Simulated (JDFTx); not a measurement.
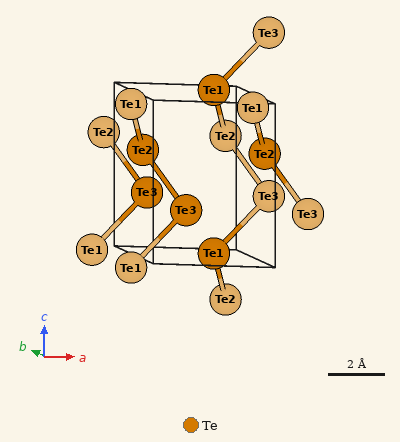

**Figure 1.** The input geometry (ball-and-stick view of the cell of the calculation, seen slightly off an axis; neighbours outside the cell are drawn fainter; atoms are numbered from 1 in the order of the input).

**Te: band-structure run**

System: Te (P3₁21, 3 atoms in the cell).
Method: Kohn-Sham DFT of a periodic cell, LDA, PseudoDojo-SR-LDA-0.4.1-standard, no spin polarisation (JDFTx 1.7.0 (patched build)).

The structure derives from an entry of the Crystallography Open Database.

**The input**
```
lattice \
    8.4168401591    -4.2084200795     0.0000000000 \
    0.0000000000     7.2891973974     0.0000000000 \
    0.0000000000     0.0000000000    11.1947375623
coords-type Lattice
ion Te     0.7310000000     0.7310000000     0.0000000000 1
ion Te     0.0000000000     0.2690000000     0.6666666667 1
ion Te     0.2690000000     0.0000000000     0.3333333333 1

ion-species pseudo/Te.upf
elec-cutoff 40 320
elec-ex-corr lda-PW
elec-smearing Fermi 0.0018374661
elec-n-bands 32
electronic-minimize nIterations 30 energyDiffThreshold 1e-06
davidson-band-ratio 1.3
forces-output-coords Cartesian
include path.kpoints
symmetries none
fix-electron-density run.$VAR

dump-name bands.$VAR
dump End Ecomponents EigStats BandEigs Kpoints Forces
```

**File path.kpoints**
```
kpoint +0.0000000000 +0.0000000000 +0.0000000000 0.020000000000
kpoint +0.0833333333 +0.0000000000 +0.0000000000 0.020000000000
kpoint +0.1666666667 +0.0000000000 +0.0000000000 0.020000000000
kpoint +0.2500000000 +0.0000000000 +0.0000000000 0.020000000000
kpoint +0.3333333333 +0.0000000000 +0.0000000000 0.020000000000
kpoint +0.4166666667 +0.0000000000 +0.0000000000 0.020000000000
kpoint +0.5000000000 +0.0000000000 +0.0000000000 0.020000000000
kpoint +0.4444444444 +0.1111111111 +0.0000000000 0.020000000000
kpoint +0.3888888889 +0.2222222222 +0.0000000000 0.020000000000
kpoint +0.3333333333 +0.3333333333 +0.0000000000 0.020000000000
kpoint +0.2857142857 +0.2857142857 +0.0000000000 0.020000000000
kpoint +0.2380952381 +0.2380952381 +0.0000000000 0.020000000000
kpoint +0.1904761905 +0.1904761905 +0.0000000000 0.020000000000
kpoint +0.1428571429 +0.1428571429 +0.0000000000 0.020000000000
kpoint +0.0952380952 +0.0952380952 +0.0000000000 0.020000000000
kpoint +0.0476190476 +0.0476190476 +0.0000000000 0.020000000000
kpoint +0.0000000000 +0.0000000000 +0.0000000000 0.020000000000
kpoint +0.0000000000 +0.0000000000 +0.1250000000 0.020000000000
kpoint +0.0000000000 +0.0000000000 +0.2500000000 0.020000000000
kpoint +0.0000000000 +0.0000000000 +0.3750000000 0.020000000000
kpoint +0.0000000000 +0.0000000000 +0.5000000000 0.020000000000
kpoint +0.0833333333 +0.0000000000 +0.5000000000 0.020000000000
kpoint +0.1666666667 +0.0000000000 +0.5000000000 0.020000000000
kpoint +0.2500000000 +0.0000000000 +0.5000000000 0.020000000000
kpoint +0.3333333333 +0.0000000000 +0.5000000000 0.020000000000
kpoint +0.4166666667 +0.0000000000 +0.5000000000 0.020000000000
kpoint +0.5000000000 +0.0000000000 +0.5000000000 0.020000000000
kpoint +0.4583333333 +0.0833333333 +0.5000000000 0.020000000000
kpoint +0.4166666667 +0.1666666667 +0.5000000000 0.020000000000
kpoint +0.3750000000 +0.2500000000 +0.5000000000 0.020000000000
kpoint +0.3333333333 +0.3333333333 +0.5000000000 0.020000000000
kpoint +0.2916666667 +0.2916666667 +0.5000000000 0.020000000000
kpoint +0.2500000000 +0.2500000000 +0.5000000000 0.020000000000
kpoint +0.2083333333 +0.2083333333 +0.5000000000 0.020000000000
kpoint +0.1666666667 +0.1666666667 +0.5000000000 0.020000000000
kpoint +0.1250000000 +0.1250000000 +0.5000000000 0.020000000000
kpoint +0.0833333333 +0.0833333333 +0.5000000000 0.020000000000
kpoint +0.0416666667 +0.0416666667 +0.5000000000 0.020000000000
kpoint +0.0000000000 +0.0000000000 +0.5000000000 0.020000000000
kpoint +0.5000000000 +0.0000000000 +0.5000000000 0.020000000000
kpoint +0.5000000000 +0.0000000000 +0.4000000000 0.020000000000
kpoint +0.5000000000 +0.0000000000 +0.3000000000 0.020000000000
kpoint +0.5000000000 +0.0000000000 +0.2000000000 0.020000000000
kpoint +0.5000000000 +0.0000000000 +0.1000000000 0.020000000000
kpoint +0.5000000000 +0.0000000000 +0.0000000000 0.020000000000
kpoint +0.3333333333 +0.3333333333 +0.0000000000 0.020000000000
kpoint +0.3333333333 +0.3333333333 +0.1250000000 0.020000000000
kpoint +0.3333333333 +0.3333333333 +0.2500000000 0.020000000000
kpoint +0.3333333333 +0.3333333333 +0.3750000000 0.020000000000
kpoint +0.3333333333 +0.3333333333 +0.5000000000 0.020000000000
```

Command:
```bash
jdftx -c 1 -i bands.in -o bands.out
```

**Output**
```
*************** JDFTx 1.7.0 (patched build) ***************

Input parsed successfully to the following command list (including defaults):
[... the input with its defaults ...]

---------- Initializing the Grid ----------
R =
[      8.41684     -4.20842            0  ]
[            0       7.2892            0  ]
[            0            0      11.1947  ]
unit cell volume = 686.82
G =
[   0.746502   0.430993         -0  ]
[          0   0.861986          0  ]
[          0         -0   0.561262  ]
Minimum fftbox size, Smin = [  68  68  92  ]
Chosen fftbox size, S = [  70  70  96  ]

---------- Initializing tighter grid for wavefunction operations ----------
R =
[      8.41684     -4.20842            0  ]
[            0       7.2892            0  ]
[            0            0      11.1947  ]
unit cell volume = 686.82
G =
[   0.746502   0.430993         -0  ]
[          0   0.861986          0  ]
[          0         -0   0.561262  ]
Minimum fftbox size, Smin = [  48  48  64  ]
Chosen fftbox size, S = [  48  48  64  ]

---------- Exchange Correlation functional ----------
Initalized Slater LDA exchange.
Initalized Perdew-Wang LDA correlation.

---------- Setting up pseudopotentials ----------
Width of ionic core gaussian charges (only for fluid interactions / plotting) set to 0

Reading pseudopotential file 'pseudo/Te.upf':
  'Te' pseudopotential, 'SLA  PW   NOGX NOGC' functional
  Generated using ONCVPSP code by D. R. Hamann
  16 valence electrons, 3 orbitals, 6 projectors, 1001 radial grid points, with lMax = 2
    4D    l: 2   occupation: 10.0   eigenvalue: -1.532468
    5S    l: 0   occupation:  2.0   eigenvalue: -0.564382
    5P    l: 1   occupation:  4.0   eigenvalue: -0.224579
  Core radius for overlap checks: 2.04 bohrs.

Initialized 1 species with 3 total atoms.

Folded 50 k-points by 1x1x1 to 50 k-points.

---------- Setting up k-points, bands, fillings ----------
No reducable k-points.
Computing the number of bands and number of electrons
Calculating initial fillings.
nElectrons:  48.000000   nBands: 32   nStates: 50

----- Setting up reduced wavefunction bases (one per k-point) -----
average nbasis = 8292.620 , ideal nbasis = 8299.018

---------- Setting up ewald sum ----------
Optimum gaussian width for ewald sums = 2.930921 bohr.
Real space sum over 1089 unit cells with max indices [  5  5  4  ]
Reciprocal space sum over 2535 terms with max indices [  6  6  7  ]

---------- Allocating electronic variables ----------
Reading n from file 'run.n' ... done
Initializing wave functions:  linear combination of atomic orbitals
Note: number of bands (32) exceeds available atomic orbitals (27)

----------- Band structure minimization -------------
Minimization will be done independently for each quantum number.

---- Minimization of quantum number:     0  [ +0.0000000 +0.0000000 +0.0000000 ]  0.040000000 ----
BandDavidson: Iter:   0  Eband: -0.388907670854241
BandDavidson: Iter:   1  Eband: -0.420363549721285  dEband: -3.145588e-02
BandDavidson: Iter:   2  Eband: -0.427328892239654  dEband: -6.965343e-03
BandDavidson: Iter:   3  Eband: -0.428595943839664  dEband: -1.267052e-03
[... 720 lines of inner loops ...]
BandDavidson: Iter:   9  Eband: -0.426909326843983  dEband: -2.376590e-06
BandDavidson: Iter:  10  Eband: -0.426910233635854  dEband: -9.067919e-07
BandDavidson: Converged (dEband<1.000000e-06)
	FillingsUpdate:  mu: +0.324709695  nElectrons: 48.000000
WARNING: these k-points are no uniform mesh, so that mu and the fillings of partly filled bands are only those of these points: take mu from the calculation that made the density or potential.

Dumping 'bands.eigStats' ...
	eMin: -1.048588 at state 38 ( [ +0.000000 +0.000000 +0.500000 ] spin 0 )
	HOMO: +0.321430 at state 49 ( [ +0.333333 +0.333333 +0.500000 ] spin 0 )
	mu  : +0.324710
	LUMO: +0.325876 at state 49 ( [ +0.333333 +0.333333 +0.500000 ] spin 0 )
	eMax: +0.668622 at state 11 ( [ +0.238095 +0.238095 +0.000000 ] spin 0 )
	HOMO-LUMO gap: +0.004446
	Optical gap  : +0.004446 at state 49 ( [ +0.333333 +0.333333 +0.500000 ] spin 0 )
Done!
```

**Results in brief**

- outcome: converged
- space group (tolerance 0.01 Å): P3₁21 (152)
- electrons treated: 48
- Fermi energy: 8.829 eV
- gap on the band path: 0.12 eV
- hardware: 1 thread of Arm Neoverse V2, 24 GiB of memory available, shared host
- wall time: 2.2 min
- peak memory: 0.32 GiB

**Remarks**

Points of doubt noted for this run: coarse mesh. The k-point mesh is coarse for a cell of this size, so the results may not be converged.
